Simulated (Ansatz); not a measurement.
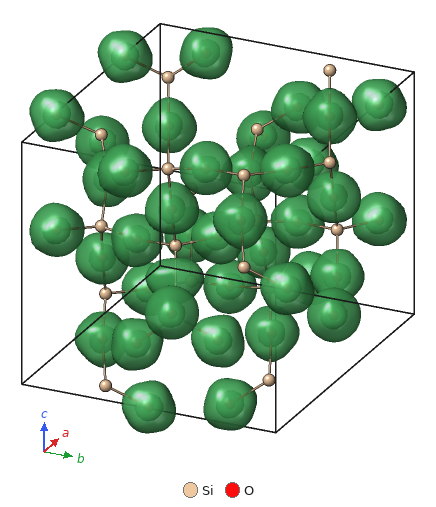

The picture shows: Si$_{16}$O$_{31}$ (cell with a defect). Isosurface of the electron localisation function at 0.75 (green), seen at an oblique angle. Only the valence region is drawn (cores and ρ < 0.01 e/Å³ removed). Sticks mark near contacts.

PAW files of the earlier set (soft_1).

All numbers below come from Ansatz 0.2.0, DFT PBEsol, scalar-relativistic, plane waves, PAW.

Core electrons are frozen (PAW), and the valence fields are smoothed inside the atomic spheres.

```cif
data_structure
_symmetry_space_group_name_H-M 'P 1'
_symmetry_Int_Tables_number 1
_cell_length_a 10.4656
_cell_length_b 9.0635
_cell_length_c 8.5398
_cell_angle_alpha 90.000
_cell_angle_beta 90.000
_cell_angle_gamma 90.000
_cell_volume 810.05
loop_
_atom_site_label
_atom_site_type_symbol
_atom_site_fract_x
_atom_site_fract_y
_atom_site_fract_z
_atom_site_occupancy
Si1 Si 0.50000 0.65450 0.93859 1
Si2 Si 0.50000 0.33296 0.39483 1
Si3 Si 0.50000 0.33296 0.10517 1
Si4 Si 0.50000 0.65450 0.56141 1
O1 O 0.62621 0.24981 0.03532 1
O2 O 0.62548 0.74738 0.51227 1
O3 O 0.50000 0.50089 0.03605 1
O4 O 0.50000 0.62478 0.75000 1
O5 O 0.50000 0.50089 0.46395 1
O6 O 0.62621 0.24981 0.46468 1
O7 O 0.62548 0.74738 0.98773 1
Si5 Si 0.25832 0.17218 0.93881 1
Si6 Si 0.25384 0.83512 0.44003 1
Si7 Si 0.25384 0.83512 0.05997 1
Si8 Si 0.25832 0.17218 0.56119 1
O8 O 0.37452 0.74738 0.98773 1
O9 O 0.37379 0.24981 0.46468 1
O10 O 0.25305 0.99997 0.51215 1
O11 O 0.25305 0.99997 0.98785 1
O12 O 0.27951 0.18733 0.75000 1
O13 O 0.26273 0.84095 0.25000 1
O14 O 0.37452 0.74738 0.51227 1
O15 O 0.37379 0.24981 0.03532 1
Si9 Si 0.00000 0.66783 0.94017 1
Si10 Si 0.00000 0.32990 0.44008 1
Si11 Si 0.00000 0.32990 0.05992 1
Si12 Si 0.00000 0.66783 0.55983 1
O16 O 0.12524 0.24997 0.98849 1
O17 O 0.12474 0.75188 0.49358 1
O18 O 0.00000 0.50071 0.49408 1
O19 O 0.00000 0.50071 0.00592 1
O20 O 0.00000 0.66775 0.75000 1
O21 O 0.00000 0.31872 0.25000 1
O22 O 0.12524 0.24997 0.51151 1
O23 O 0.12474 0.75188 0.00642 1
Si13 Si 0.74168 0.17218 0.93881 1
Si14 Si 0.74616 0.83512 0.44003 1
Si15 Si 0.74616 0.83512 0.05997 1
Si16 Si 0.74168 0.17218 0.56119 1
O24 O 0.87526 0.75188 0.00642 1
O25 O 0.87476 0.24997 0.51151 1
O26 O 0.74695 0.99997 0.51215 1
O27 O 0.74695 0.99997 0.98785 1
O28 O 0.72049 0.18733 0.75000 1
O29 O 0.73727 0.84095 0.25000 1
O30 O 0.87526 0.75188 0.49358 1
O31 O 0.87476 0.24997 0.98849 1
```

Q: Where are the electrons localised?

A: At this value the surface marks out one region between bonded Si–Si atoms (shared pairs) and 31 regions on O in which the atom's valence shell and bonds are merged, counted in one cell of 47 atoms. Any copies at cell faces, edges or corners count once. Profiles from the grid: Si–O (1.61 Å): the ELF peaks at about 0.85 between the atoms (a polar covalent bond). Si–Si (2.47 Å): the ELF peaks at about 1 between the atoms (a shared electron pair).

Q: Does the calculation give a band gap?

A: It is gapped, with a Kohn–Sham gap of 5.4 eV on the k-point mesh, an upper bound to the gap of this method.
